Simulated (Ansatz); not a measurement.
**SnO₂: single-point calculation**

The run: single-point calculation of SnO₂ (3 atoms in the cell). Method and program: DFT r2SCAN, scalar-relativistic, plane waves, PAW, no spin polarisation (Ansatz 0.2.0).

The structure derives from a Materials Project entry. Figures and captions count atoms from 1; the log counts them from 0 in places.

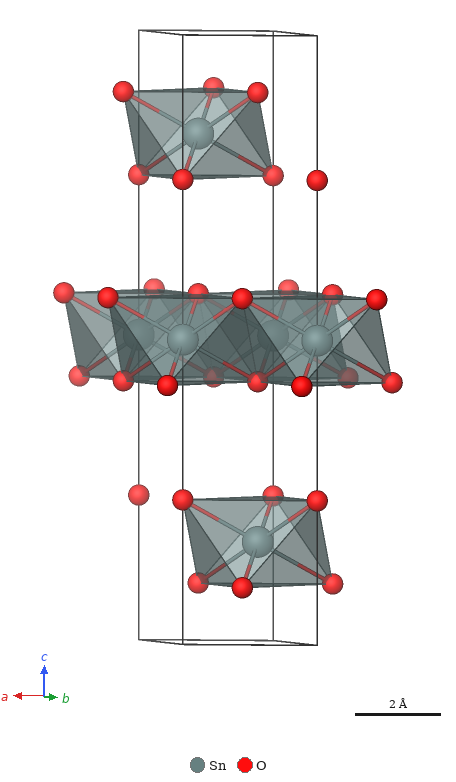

*The input geometry (polyhedral view of the cell 3 times as large as that of the calculation, set on its symmetry axes, seen at an oblique angle; polyhedra are completed across the faces of the cell). An atom can appear more than once, as a periodic image.*

### Summary

- outcome: converged
- space group (tolerance 0.01 Å): R-3m (166)
- electrons treated: 26
- free energy: −7175.5234 eV
- Fermi energy: 6.879 eV
- gap on the k-point mesh: 2.44 eV
- pressure: −7.18 GPa
- largest force (length of the vector): 0.631 eV/Å
- hardware: 1 thread of Intel Xeon @ 2.70GHz, 189 GiB of memory available, shared host
- wall time: 16 s
- peak memory: 0.54 GiB

The cell is under a tension of 7.2 GPa at this level, so it is not at its equilibrium volume.

### The input
```yaml
crystal:
  lattice:
    - [1.6170930752, 0.9336291223, 4.800592584]
    - [-1.6170930752, 0.9336291223, 4.800592584]
    - [0.0, -1.8672582446, 4.800592584]
  atoms:
    - { symbol: Sn, position: [0.5, 0.5, 0.5] }
    - { symbol: O, position: [0.23717, 0.23717, 0.23717] }
    - { symbol: O, position: [0.76283, 0.76283, 0.76283] }
basis:
  ecutwfc: 500
kpoints:
  mp_grid: { grid: [12, 12, 12] }
hamiltonian:
  xc: r2scan
scf:
  occupations: { method: gaussian, width: 0.05 }
output:
  forces: true
  stress: true
  eigenvalues: true
  write_density: true
  write_potential: true
  elf: true
  volumetric_format: npy
```

Run as:
```bash
ansatz run input.yaml --threads 1 --pin off --max-ram 2560MiB --backend cpu --events-out ev --progress --plain --runs-dir out
```

### The program's output
```
basis.fft_grid_basis auto: the FFT boxes are laid along the combinations [[1, -1, 0], [0, 1, 0], [0, -1, 1]] of the cell's own vectors, 3.234, 5.151 and 3.234 Å long. The dense box has 24×40×24 points. Along the cell's own vectors, as sized, it would have 40×40×40, 2.78 times as many. Of the 12 symmetry operations that the crystal satisfies within crystal.symmetry.tolerance (time reversal apart; of a slab, those that keep its plane) the dense box along the cell's own vectors carries 12, and the one as laid loses 8 of those. basis.fft_grid_basis: typed keeps the cell's own vectors: state it where this run's energies or levels are differenced outside the engine with another run's, or held beside a run that keeps those vectors. Those combinations have planes normal to reciprocal vector 3, as the cell's own vectors have. Each planar average written beside output.write_density, output.write_potential has a row for each plane of the box: 24. The volumetric files lie along those combinations, not along the cell's own vectors: a cube or XSF file states them, and fields.json those of NumPy files.
Engine: ansatz 0.2.0, x86_64-unknown-linux-gnu
Pseudopotentials: kind: paw
Pseudopotential: Sn, paw, valence charge 14, recommended cutoff 500 eV (meta_gga), Sn.paw.azcp
Pseudopotential: O, paw, valence charge 6, recommended cutoff 500 eV (meta_gga), O.paw.azcp
Functional definition: r2SCAN
  parameter k0 = 0.174
  parameter k1 = 0.065
  parameter a1 = 4.9479
  exchange = r2scan_x(k0 = k0, k1 = k1, a1 = a1)
  correlation = r2scan_c
Crystal: 3 atoms, lattice volume = 43.487 Å³
Basis set: ecut = 500 eV, 1091 PW (Γ), FFT grids on a1−a2, a2, −a2+a3, exchange–correlation on 96×160×96 points (64 copies of the dense FFT grid, shifted against one another)
Bands: 17, of which v1, the nominal top of the filled ones, is band 13 counted from 1 (12 counted from 0)
Symmetry: 12 space group operations
Space group: R-3m (ITA 166), of the structure as read, at distance tolerance 3.5e-5 Å
k-points: 189 of 1728
Non-local potential: Sn, projectors of the file, l = 0: 2, l = 1: 2, l = 2: 2, l = 3: 2
Non-local potential: O, projectors of the file, l = 0: 2, l = 1: 2, l = 2: 1
PAW form: soft (Blöchl's): semilocal exchange-correlation on the pseudo side does not see the compensation charge
PAW frozen core: Sn, regenerated for the run's functional (the file was generated under x = pbe(κ = 0.804, μ = 0.2195149727645171), c = pbe(β = 0.06672455060314922))
PAW frozen core: O, regenerated for the run's functional (the file was generated under x = pbe(κ = 0.804, μ = 0.2195149727645171), c = pbe(β = 0.06672455060314922))
PAW one-centre angular grid: Sn, 590 points (default); XC on 249 of its mesh's 2787 points in the sphere
PAW one-centre angular grid: O, 302 points (default); XC on 160 Gauss nodes
Initial density: superposition of atomic densities (neutral atoms: chi_scale 0, normalization atom), corrected by the library's trained network
Initial wavefunctions: pseudopotential atomic-orbital guess
Functional: x = r2scan, c = r2scan; τ floored in thin density (d = 2e-4 eV/Å³)
SCF iter   1: F=—  HF=-7175.472930 eV  |F-HF|=—  |Δ(HF+E_count)|=         —  Δρ=1.01e-2  dr2=3.75e-2  dr2_τ=1.11e-1  ethr=1.77e-3  ⟨swp⟩=6.0  Hψ=17550  notcnv=0
preconditioner: auto → none  [insulator: Δε(μ)=2.512 eV  Ē_g=20.829 eV  σ=0.050 eV  W_gap=1.00  n_scr=14 (ndim 8)  ℏωp=28.7 eV  f_vac=0.168  D(μ)=0.00/eV (n_scr^D=0)  ε∞_Penn≈2.9]
SCF iter   2: F=—  HF=-7175.523819 eV  |F-HF|=—  |Δ(HF+E_count)|=   5.09e-2  Δρ=5.67e-3  dr2=4.92e-3  dr2_τ=1.34e-3  ethr=1.44e-4  ⟨swp⟩=2.0  Hψ=6994  notcnv=0
SCF iter   3: F=—  HF=-7175.523566 eV  |F-HF|=—  |Δ(HF+E_count)|=   2.53e-4  Δρ=2.07e-3  dr2=1.39e-3  dr2_τ=1.12e-4  ethr=1.89e-5  ⟨swp⟩=2.0  Hψ=4966  notcnv=0
SCF iter   4: F=—  HF=-7175.523405 eV  |F-HF|=—  |Δ(HF+E_count)|=   1.60e-4  Δρ=4.12e-4  dr2=6.99e-5  dr2_τ=5.27e-6  ethr=5.36e-6  ⟨swp⟩=2.1  Hψ=4325  notcnv=0
SCF iter   5: F=—  HF=-7175.523387 eV  |F-HF|=—  |Δ(HF+E_count)|=   1.86e-5  Δρ=7.93e-5  dr2=8.94e-7  dr2_τ=2.21e-7  ethr=2.69e-7  ⟨swp⟩=2.2  Hψ=4525  notcnv=0
SCF iter   6: F=-7175.523387 eV  HF=-7175.523387 eV  |F-HF|=3.48e-8  |Δ(HF+E_count)|=   1.66e-7  Δρ=1.85e-5  dr2=5.11e-8  dr2_τ=6.82e-9  ethr=3.85e-10  ⟨swp⟩=10.8  Hψ=25575  notcnv=0
SCF 1 converged in 6 iterations: F = -7175.523387 eV  dr2 = 5.11e-8
  greatest PAW one-centre occupation: 0.995 electrons in one spin orbital (limit 2), on the Sn atom at site 0 (counted from 0), in its partial waves of l = 2
SCF converged after 6 iterations
Free energy (F): -7175.523387 eV
Harris-Foulkes:  -7175.523387 eV  (|F-HF|=3.48e-8)
Internal energy: -7175.523387 eV  (E = F + TS)
E sigma→0 (E₀):  -7175.523387 eV
Fermi energy:    6.878717 eV
--- Per-component energies (eV) ---
  E_band       = -153.413095
  E_kinetic    = 538.511663
  E_local      = -1979.536208  (includes V_loc(G=0)·N_el)
  E_nonlocal   = 64.732723
  E_hartree    = 984.350670
  E_xc         = -517.452698
  E_vxc        = -311.102879  (∫ρ·V_xc dr)
  E_paw        = -4490.304776  (= ΣΔE_a)
  E_vpaw       = -454.756776  (= ΣTr[D̂ρ^β])
  E_aug_tail   = 0.001998  (compensation charges beyond the density's cutoff)
  E_vtau       = 20.041713  (kinetic-family band-sum trace: ∫τ·v_τ [+ j·A + Jᵃ·Aᵃ] dr)
  E_ewald      = -1776.498197
  E_core_change = 0.671438  (= ΣΔE_core)
  E_smearing   = -0.000000  (= −TS)
  E_closure    = 0.000000  (closes the sum)
  Σ components = -7175.523387   (vs F -7175.523387, Δ=0.00e0)
--- Forces (eV/Å), atoms counted from 1 ---
  atom   1  Sn     0.00000000     0.00000000     0.00000000
  atom   2  O     -0.00000000    -0.00000000    -0.63120513
  atom   3  O      0.00000000     0.00000000     0.63120513
  max |Σ_I F_I| component: 2.22e-16 eV/Å
--- Stress (GPa, compression-positive) ---
       -7.711137       0.000000      -0.000000
       -0.000000      -7.711137       0.000000
       -0.000000       0.000000      -6.106439
  P = ⅓ Tr σ = -7.1762 GPa (-71.762 kbar)
--- Band table (eV; the first three rows and the last of 189) ---
  k-point 0: bands = ["-14.9543", "-14.7116", "-14.7116", "-14.5252", "-14.5252", "-13.1110", "-11.4472", "1.7690", "4.4159", "4.4159", "4.7844", "4.7844", "5.5503", "8.0956", "12.0812", "17.6171", "17.6171"]
  k-point 1: bands = ["-14.9259", "-14.7751", "-14.6971", "-14.5420", "-14.5260", "-13.0682", "-11.3330", "1.6991", "3.9870", "4.2194", "4.6275", "4.8809", "5.5931", "8.5382", "12.3685", "16.7858", "17.7762"]
  k-point 2: bands = ["-14.9885", "-14.8128", "-14.6607", "-14.5673", "-14.5244", "-12.9317", "-11.0501", "1.4096", "3.2860", "3.8437", "4.2147", "4.9905", "5.6071", "9.5041", "13.0749", "15.8127", "18.1894"]
  k-point 188: bands = ["-14.9536", "-14.7114", "-14.7114", "-14.5251", "-14.5251", "-13.0114", "-11.5825", "2.1804", "4.3520", "4.3520", "4.4187", "4.8358", "4.8358", "9.3508", "11.9516", "17.8064", "17.8064"]
```

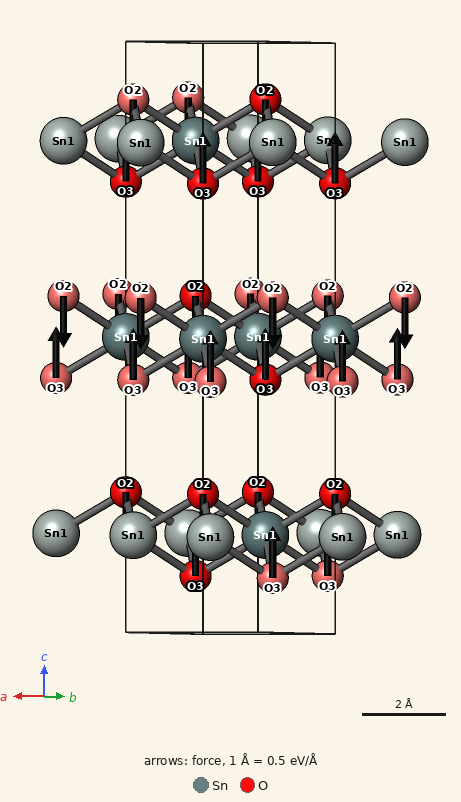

*Forces on the atoms as black arrows (ball-and-stick view of the cell 3 times as large as that of the calculation, set on its symmetry axes, seen at an oblique angle; neighbours outside the cell are drawn fainter; atoms are numbered from 1 in the order of the input).*

The largest act on O2, O3 (0.63 eV/Å). The geometry is not a stationary point of this energy.

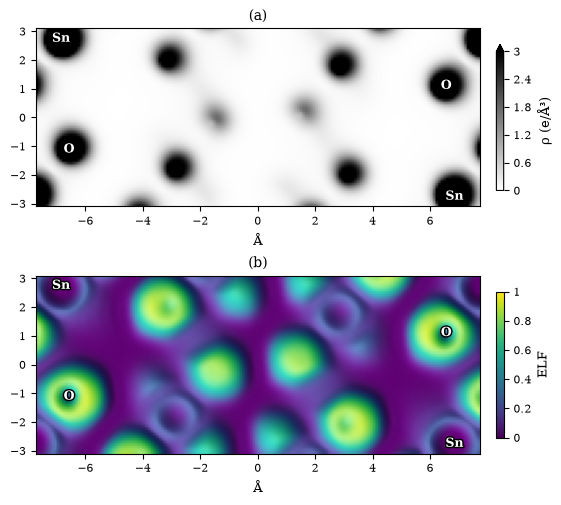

*(a) valence pseudo-density; (b) electron localisation function on the (111) plane of the conventional cell.*

Atoms in the plane: Sn and O. Away from the nuclei the density in this plane falls to 0.007 e/Å³ at its lowest. Core electrons are frozen (PAW), so the fields are smoothed inside the atomic spheres.

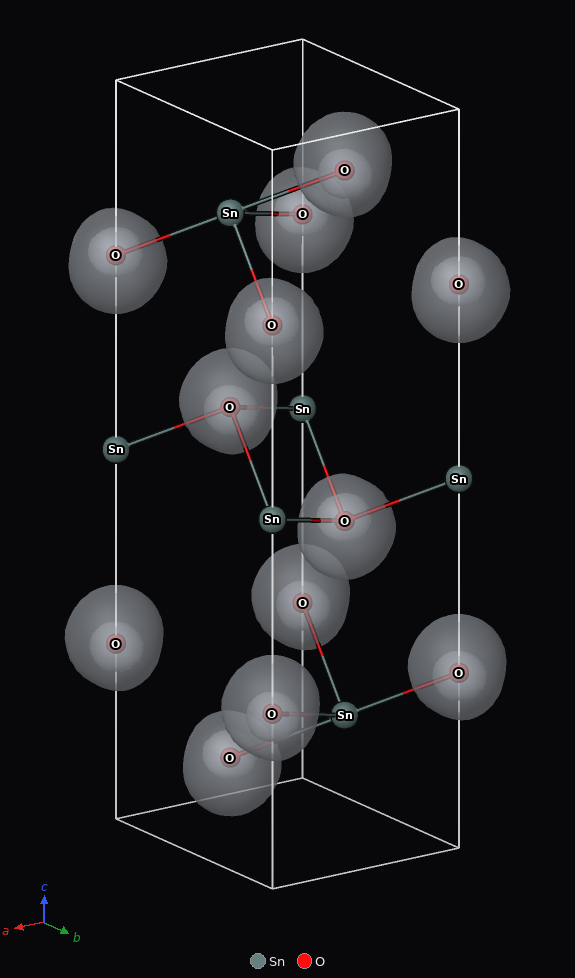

*Isosurface of the ELF at 0.75 (grey), seen at an oblique angle. Only the valence region is drawn (cores and ρ < 0.01 e/Å³ removed). Sticks mark near contacts. The outline is the cell set on symmetry axes.*

Values along the shortest contacts: Sn–O (2.13 Å): the ELF is about 0.25 at the midpoint.
